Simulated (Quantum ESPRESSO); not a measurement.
System: Sn (space group Fd-3m).

Method: plane-wave DFT, no spin polarisation; energies at scaled volumes of the given cell, shape and fractions fixed, counted from the fit's minimum, third-order Birch-Murnaghan fit (Quantum ESPRESSO 7.5). All runs: no spin polarisation.

k mesh 7×7×7; occupations Fermi–Dirac; smearing width 0.05 eV; wave cutoff 979.6 eV; density cutoff 3918 eV.

Settings that differ: PBEsol + D4: potentials PseudoDojo-0.4.1-SR-PBEsol-standard; PBE + D4: potentials PseudoDojo-0.4.1-SR-PBE-standard; RPBE + D4: potentials PseudoDojo-0.4.1-SR-PBE-standard.

What does the calculation give for the energy against volume, with one curve for each functional? The cases: PBEsol + D4; PBE + D4; RPBE + D4.

The fitted equilibrium volumes, smallest first, are PBEsol + D4 34.379, RPBE + D4 35.295, PBE + D4 35.432 Å³/atom. The fitted bulk moduli, smallest first, are RPBE + D4 39.9, PBE + D4 40.4, PBEsol + D4 43.8 GPa.

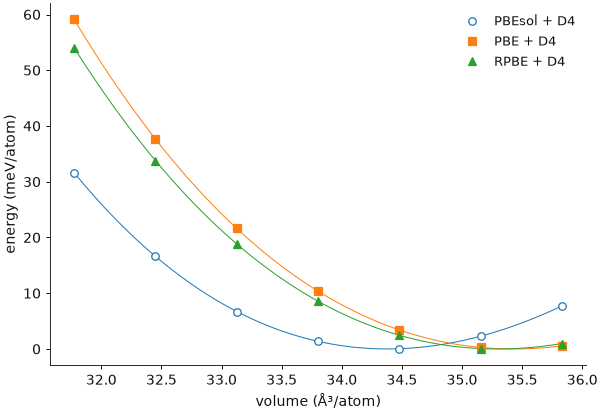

Caveats: potentials made for another functional (RPBE + D4).
